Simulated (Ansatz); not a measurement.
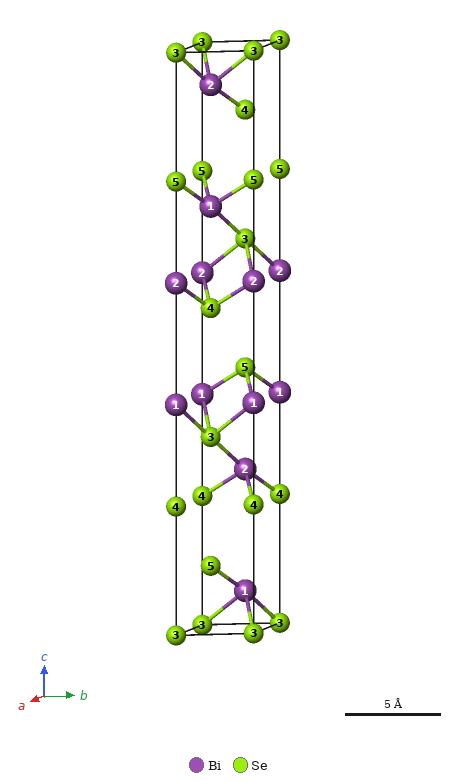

**Figure 1.** The input geometry (ball-and-stick view of the cell 3 times as large as that of the calculation, set on its symmetry axes, seen slightly off an axis; atoms are numbered from 1 in the order of the input). An atom can appear more than once, as a periodic image. Near neighbours in the periodic cell (some may lie outside the picture): Bi has 6 Se at 2.88 to 3.11 Å; Se has 6 Bi at 3.11 Å; Se has 3 Bi at 2.88 Å.

Run report: Bi2Se3, geometry relaxation (part 1 of 2)

Bi2Se3 (R-3m, 5 atoms in the cell), computed with DFT PBE, scalar-relativistic, plane waves, PAW, no spin polarisation (Ansatz 0.2.0).

The structure derives from an entry of the Crystallography Open Database. Figures and captions count atoms from 1; the log counts them from 0 in places.

**Input file**
```yaml
crystal:
  lattice:
    - [2.0952101552, 1.2096701471, 10.4336391333]
    - [-2.0952101552, 1.2096701471, 10.4336391333]
    - [0.0, -2.4193402942, 10.4336391333]
  atoms:
    - { symbol: Bi, position: [0.3956391249, 0.3956391249, 0.3956391249] }
    - { symbol: Bi, position: [0.6043608751, 0.6043608751, 0.6043608751] }
    - { symbol: Se, position: [0.0, 0.0, 0.0] }
    - { symbol: Se, position: [0.2211433257, 0.2211433257, 0.2211433257] }
    - { symbol: Se, position: [0.7788566743, 0.7788566743, 0.7788566743] }
basis:
  ecutwfc: 420
kpoints:
  mp_grid: { grid: [6, 6, 6] }
hamiltonian:
  xc: pbe
scf:
  occupations: { method: gaussian, width: 0.02 }
output:
  forces: true
  stress: true
  eigenvalues: true
  write_density: true
  write_potential: true
  elf: true
  volumetric_format: npy
relax:
  adjacent_minimum: "off"
  f_tol: 0.005
  max_steps: 80
  cell: { stress_tol: 0.05 }
```

Launch command:
```bash
ansatz run input.yaml --threads 2 --pin off --max-ram 5120MiB --backend cpu --events-out ev --progress --plain --runs-dir out
```

**The program's output**
```
basis.fft_grid_basis auto: the FFT boxes are laid along the combinations [[1, -1, 0], [0, 1, 0], [0, -1, 1]] of the cell's own vectors, 4.190, 10.710 and 4.190 Å long. The dense box has 30×72×30 points. Along the cell's own vectors, as sized, it would have 72×72×72, 5.76 times as many. Of the 12 symmetry operations that the crystal satisfies within crystal.symmetry.tolerance (time reversal apart; of a slab, those that keep its plane) the dense box along the cell's own vectors carries 12, and the one as laid loses 8 of those. basis.fft_grid_basis: typed keeps the cell's own vectors: state it where this run's energies or levels are differenced outside the engine with another run's, or held beside a run that keeps those vectors. Those combinations have planes normal to reciprocal vector 3, as the cell's own vectors have. Each planar average written beside output.write_density, output.write_potential has a row for each plane of the box: 30. The volumetric files lie along those combinations, not along the cell's own vectors: a cube or XSF file states them, and fields.json those of NumPy files.
Engine: ansatz 0.2.0, x86_64-unknown-linux-gnu
Pseudopotentials: kind: paw
Pseudopotential: Bi, paw, valence charge 15, recommended cutoff 420 eV (normal), Bi.paw.azcp
Pseudopotential: Se, paw, valence charge 16, recommended cutoff 420 eV (normal), Se.paw.azcp
Functional definition: PBE
  parameter kappa = 0.804
  parameter beta = 0.06672455060314922
  exchange = pbe_x(kappa = kappa, mu = beta*pi^2/3)
  correlation = pbe_c(beta = beta)
Crystal: 5 atoms, lattice volume = 158.665 Å³
Basis set: ecut = 420 eV, 3059 PW (Γ), FFT grids on a1−a2, a2, −a2+a3, exchange–correlation on 60×144×60 points (8 copies of the dense FFT grid, shifted against one another)
Bands: 47, of which v1, the nominal top of the filled ones, is band 39 counted from 1 (38 counted from 0)
Symmetry: 12 space group operations
Space group: R-3m (ITA 166), of the structure as read, at distance tolerance 5.4e-5 Å
k-points: 32 of 216
Non-local potential: Bi, projectors of the file, l = 0: 2, l = 1: 2, l = 2: 2, l = 3: 2
Non-local potential: Se, projectors of the file, l = 0: 2, l = 1: 2, l = 2: 3, l = 3: 1
PAW form: soft (Blöchl's): semilocal exchange-correlation on the pseudo side does not see the compensation charge
PAW one-centre angular grid: Bi, 590 points (default); XC on 64 Gauss nodes
PAW one-centre angular grid: Se, 590 points (default); XC on 64 Gauss nodes
Initial density: superposition of atomic densities (neutral atoms: chi_scale 0, normalization atom), corrected by the library's trained network
Initial wavefunctions: pseudopotential atomic-orbital guess
Functional: x = pbe(κ = 0.804, μ = 0.2195149727645171), c = pbe(β = 0.06672455060314922)
SCF iter   1: F=—  HF=-41202.293791 eV  |F-HF|=—  |Δ(HF+E_count)|=         —  Δρ=1.29e-3  dr2=4.60e-3  ethr=1.77e-3  ⟨swp⟩=7.4  Hψ=5939  notcnv=0
preconditioner: auto → Resta (q_TF=auto, 2.424 Å⁻¹)  ε∞=3.9  [insulator: Δε(μ)=0.697 eV  Ē_g=9.174 eV  σ=0.020 eV  W_gap=1.00  n_scr=44 (ndim 8)  ℏωp=15.6 eV  f_vac=0.114  D(μ)=0.00/eV (n_scr^D=0)  ε∞_Penn≈3.9]
SCF iter   2: F=—  HF=-41202.291742 eV  |F-HF|=—  |Δ(HF+E_count)|=   2.05e-3  Δρ=5.90e-4  dr2=7.74e-4  ethr=5.89e-6  ⟨swp⟩=2.0  Hψ=3140  notcnv=0  defer=48
SCF iter   3: F=—  HF=-41202.291899 eV  |F-HF|=—  |Δ(HF+E_count)|=   1.57e-4  Δρ=3.12e-4  dr2=2.53e-4  ethr=9.92e-7  ⟨swp⟩=2.0  Hψ=2523  notcnv=0  defer=48
SCF iter   4: F=—  HF=-41202.292039 eV  |F-HF|=—  |Δ(HF+E_count)|=   1.39e-4  Δρ=1.32e-4  dr2=4.66e-5  ethr=3.24e-7  ⟨swp⟩=2.0  Hψ=1760  notcnv=0  defer=48
SCF iter   5: F=—  HF=-41202.292076 eV  |F-HF|=—  |Δ(HF+E_count)|=   3.71e-5  Δρ=4.73e-5  dr2=6.04e-6  ethr=5.98e-8  ⟨swp⟩=2.0  Hψ=1789  notcnv=0  defer=48
SCF iter   6: F=—  HF=-41202.292086 eV  |F-HF|=—  |Δ(HF+E_count)|=   9.68e-6  Δρ=1.51e-5  dr2=5.46e-7  ethr=7.74e-9  ⟨swp⟩=2.0  Hψ=1900  notcnv=0  defer=48
SCF iter   7: F=-41202.292087 eV  HF=-41202.292087 eV  |F-HF|=5.15e-8  |Δ(HF+E_count)|=   1.08e-6  Δρ=5.71e-6  dr2=7.24e-8  ethr=1.28e-10  ⟨swp⟩=15.4  Hψ=14160  notcnv=0
SCF 1 converged in 7 iterations: F = -41202.292087 eV  dr2 = 7.24e-8
  Residual-converged pass: ⟨swp⟩=1.0  Hψ=1632  notcnv=0  max |occ|·‖R‖ = 7.0e-9 eV (tolerance 1.0e-8 eV)  dr2=7.24e-8  dr2_onsite=6.08e-8  max |Δocc| = 5.8e-139
  greatest PAW one-centre occupation: 1.000 electrons in one spin orbital (limit 2), on the Se atom at site 4 (counted from 0), in its partial waves of l = 2
relax step   1: F+E_penalty+E_count = -41202.29208665 eV  Δ(F+E_penalty+E_count) = +0.000e0 eV  max|allowed force component| = 3.004e-2 eV/Å  Δτ_max = 0.0000 Å  P = -0.013 GPa  Ω = 158.665 Å³  (7 SCF iters, dr2 threshold 1.00e-7 eV, accepted)
Crystal: 5 atoms, lattice volume = 158.233 Å³
Initial density: handed on by an earlier stage of this run
Initial wavefunctions: those handed on with the density
iter 1 solved again at ethr=6.14e-7 eV; its pass at ethr=3.10e-3 eV (dr2=4.79e-4 eV) is discarded
SCF iter   1: F=—  HF=-41202.292204 eV  |F-HF|=—  |Δ(HF+E_count)|=         —  Δρ=4.11e-4  dr2=4.74e-4  ethr=6.14e-7  ⟨swp⟩=2.2  Hψ=6732  notcnv=0
preconditioner: auto → Resta (q_TF=auto, 2.425 Å⁻¹)  ε∞=3.9  [insulator: Δε(μ)=0.693 eV  Ē_g=9.173 eV  σ=0.020 eV  W_gap=1.00  n_scr=44 (ndim 8)  ℏωp=15.6 eV  f_vac=0.113  D(μ)=0.00/eV (n_scr^D=0)  ε∞_Penn≈3.9]
SCF iter   2: F=—  HF=-41202.292101 eV  |F-HF|=—  |Δ(HF+E_count)|=   1.03e-4  Δρ=1.75e-4  dr2=1.13e-4  ethr=6.07e-7  ⟨swp⟩=2.0  Hψ=1719  notcnv=0
SCF iter   3: F=—  HF=-41202.292077 eV  |F-HF|=—  |Δ(HF+E_count)|=   2.42e-5  Δρ=9.99e-5  dr2=2.96e-5  ethr=1.45e-7  ⟨swp⟩=1.4  Hψ=1844  notcnv=0
SCF iter   4: F=—  HF=-41202.292072 eV  |F-HF|=—  |Δ(HF+E_count)|=   5.16e-6  Δρ=3.08e-5  dr2=3.42e-6  ethr=3.80e-8  ⟨swp⟩=2.7  Hψ=2646  notcnv=0
SCF iter   5: F=—  HF=-41202.292072 eV  |F-HF|=—  |Δ(HF+E_count)|=   3.96e-7  Δρ=1.19e-5  dr2=3.80e-7  ethr=4.39e-9  ⟨swp⟩=2.2  Hψ=2409  notcnv=0
SCF iter   6: F=-41202.292072 eV  HF=-41202.292072 eV  |F-HF|=4.73e-8  |Δ(HF+E_count)|=   5.68e-8  Δρ=4.26e-6  dr2=4.03e-8  ethr=7.23e-11  ⟨swp⟩=7.6  Hψ=10787  notcnv=0
SCF 2 converged in 6 iterations: F = -41202.292072 eV  dr2 = 4.03e-8
relax step   2: F+E_penalty+E_count = -41202.29207219 eV  Δ(F+E_penalty+E_count) = +1.446e-5 eV  max|allowed force component| = 3.895e-2 eV/Å  Δτ_max = 0.0085 Å  P = -0.021 GPa  Ω = 158.233 Å³  energy of the carried Pulay correction = +5.399e-5 eV  (6 SCF iters, dr2 threshold 5.64e-8 eV, rejected (line search))
Crystal: 5 atoms, lattice volume = 158.436 Å³
iter 1 solved again at ethr=1.76e-7 eV; its pass at ethr=3.10e-3 eV (dr2=1.37e-4 eV) is discarded
SCF iter   1: F=—  HF=-41202.292295 eV  |F-HF|=—  |Δ(HF+E_count)|=         —  Δρ=2.30e-4  dr2=1.34e-4  ethr=1.76e-7  ⟨swp⟩=2.0  Hψ=6620  notcnv=0
preconditioner: auto → Resta (q_TF=auto, 2.424 Å⁻¹)  ε∞=3.9  [insulator: Δε(μ)=0.698 eV  Ē_g=9.176 eV  σ=0.020 eV  W_gap=1.00  n_scr=44 (ndim 8)  ℏωp=15.6 eV  f_vac=0.115  D(μ)=0.00/eV (n_scr^D=0)  ε∞_Penn≈3.9]
SCF iter   2: F=—  HF=-41202.292264 eV  |F-HF|=—  |Δ(HF+E_count)|=   3.16e-5  Δρ=9.85e-5  dr2=3.15e-5  ethr=1.72e-7  ⟨swp⟩=2.0  Hψ=1720  notcnv=0
SCF iter   3: F=—  HF=-41202.292263 eV  |F-HF|=—  |Δ(HF+E_count)|=   4.90e-7  Δρ=5.36e-5  dr2=8.06e-6  ethr=4.04e-8  ⟨swp⟩=2.0  Hψ=2304  notcnv=0
SCF iter   4: F=—  HF=-41202.292254 eV  |F-HF|=—  |Δ(HF+E_count)|=   8.71e-6  Δρ=1.60e-5  dr2=9.30e-7  ethr=1.03e-8  ⟨swp⟩=2.6  Hψ=2552  notcnv=0
SCF iter   5: F=—  HF=-41202.292257 eV  |F-HF|=—  |Δ(HF+E_count)|=   2.55e-6  Δρ=6.17e-6  dr2=1.05e-7  ethr=1.19e-9  ⟨swp⟩=2.1  Hψ=2425  notcnv=0
SCF iter   6: F=—  HF=-41202.292257 eV  |F-HF|=—  |Δ(HF+E_count)|=   1.03e-9  Δρ=2.22e-6  dr2=1.21e-8  ethr=1.34e-10  ⟨swp⟩=2.0  Hψ=2431  notcnv=0
SCF iter   7: F=—  HF=-41202.292257 eV  |F-HF|=—  |Δ(HF+E_count)|=   1.47e-8  Δρ=6.99e-7  dr2=1.02e-9  ethr=1.55e-11  ⟨swp⟩=2.0  Hψ=2607  notcnv=0
SCF iter   8: F=—  HF=-41202.292257 eV  |F-HF|=—  |Δ(HF+E_count)|=   1.56e-9  Δρ=2.05e-7  dr2=6.79e-11  ethr=1.31e-12  ⟨swp⟩=2.0  Hψ=2752  notcnv=0
SCF iter   9: F=-41202.292257 eV  HF=-41202.292257 eV  |F-HF|=2.91e-11  |Δ(HF+E_count)|=  1.16e-10  Δρ=7.18e-8  dr2=9.09e-12  ethr=1.00e-12  ⟨swp⟩=6.2  Hψ=7881  notcnv=0
SCF 3 converged in 9 iterations: F = -41202.292257 eV  dr2 = 9.09e-12
relax step   3: F+E_penalty+E_count = -41202.29225690 eV  Δ(F+E_penalty+E_count) = -1.702e-4 eV  max|allowed force component| = 2.071e-4 eV/Å  Δτ_max = 0.0035 Å  P = -0.002 GPa  Ω = 158.436 Å³  energy of the carried Pulay correction = +2.859e-5 eV  (9 SCF iters, accepted)
Initial wavefunctions: pseudopotential atomic-orbital guess (no wavefunctions were taken with the density)
iter 1 solved again at ethr=1.58e-7 eV; its pass at ethr=3.10e-3 eV (dr2=1.23e-4 eV) is discarded
SCF iter   1: F=—  HF=-41202.292221 eV  |F-HF|=—  |Δ(HF+E_count)|=         —  Δρ=2.01e-6  dr2=1.97e-9  ethr=1.58e-7  ⟨swp⟩=3.2  Hψ=10483  notcnv=0
eigensolver tolerance schedule: the retry pair's looser diagonalisation over-reported the residual by 62488.85 of it (diagonalisation noise at an unbounded share of the residual, at the tolerance the schedule requests for it); recorded, not acted on — ethr = c·dr2/N_el stays at c = 1.0e-1
preconditioner: auto → Resta (q_TF=auto, 2.424 Å⁻¹)  ε∞=3.9  [insulator: Δε(μ)=0.695 eV  Ē_g=9.176 eV  σ=0.020 eV  W_gap=1.00  n_scr=44 (ndim 8)  ℏωp=15.6 eV  f_vac=0.115  D(μ)=0.00/eV (n_scr^D=0)  ε∞_Penn≈3.9]
SCF iter   2: F=—  HF=-41202.292226 eV  |F-HF|=—  |Δ(HF+E_count)|=   4.86e-6  Δρ=8.80e-7  dr2=3.75e-10  ethr=2.53e-12  ⟨swp⟩=4.0  Hψ=4735  notcnv=0
SCF iter   3: F=—  HF=-41202.292226 eV  |F-HF|=—  |Δ(HF+E_count)|=  1.46e-10  Δρ=5.13e-7  dr2=1.06e-10  ethr=1.00e-12  ⟨swp⟩=1.0  Hψ=1504  notcnv=0
SCF iter   4: F=—  HF=-41202.292226 eV  |F-HF|=—  |Δ(HF+E_count)|=  1.31e-10  Δρ=1.04e-7  dr2=8.22e-11  ethr=1.00e-12  ⟨swp⟩=7.7  Hψ=7923  notcnv=0
SCF iter   5: F=-41202.292226 eV  HF=-41202.292226 eV  |F-HF|=0.00e0  |Δ(HF+E_count)|=  7.28e-12  Δρ=2.31e-8  dr2=1.39e-12  ethr=1.00e-12  ⟨swp⟩=5.0  Hψ=7022  notcnv=0
SCF 4 converged in 5 iterations: F = -41202.292226 eV  dr2 = 1.39e-12
relax step   4: F+E_penalty+E_count = -41202.29222622 eV  Δ(F+E_penalty+E_count) = +3.068e-5 eV  max|allowed force component| = 2.019e-4 eV/Å  Δτ_max = 0.0000 Å  P = -0.002 GPa  Ω = 158.436 Å³  stress off target by 2.46e-3 GPa  SCF on the basis re-selected at this cell (its energy is not comparable with the rows above)  (5 SCF iters)
```

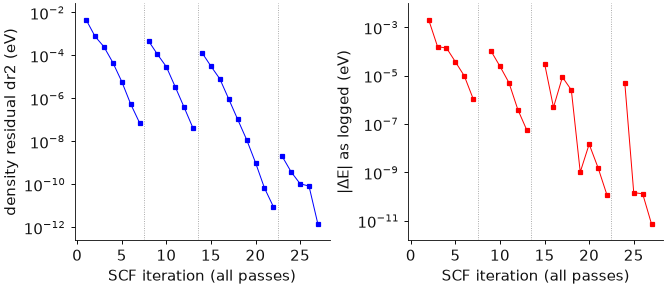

**Figure 2.** Convergence of the self-consistent field: density residual dr2 and size of the energy change against the SCF iteration. The dotted lines part the SCF passes of the relaxation: geometry steps, rejected trials and re-solves on a re-selected basis. The passes take 7, 6, 9 and 5 iterations.
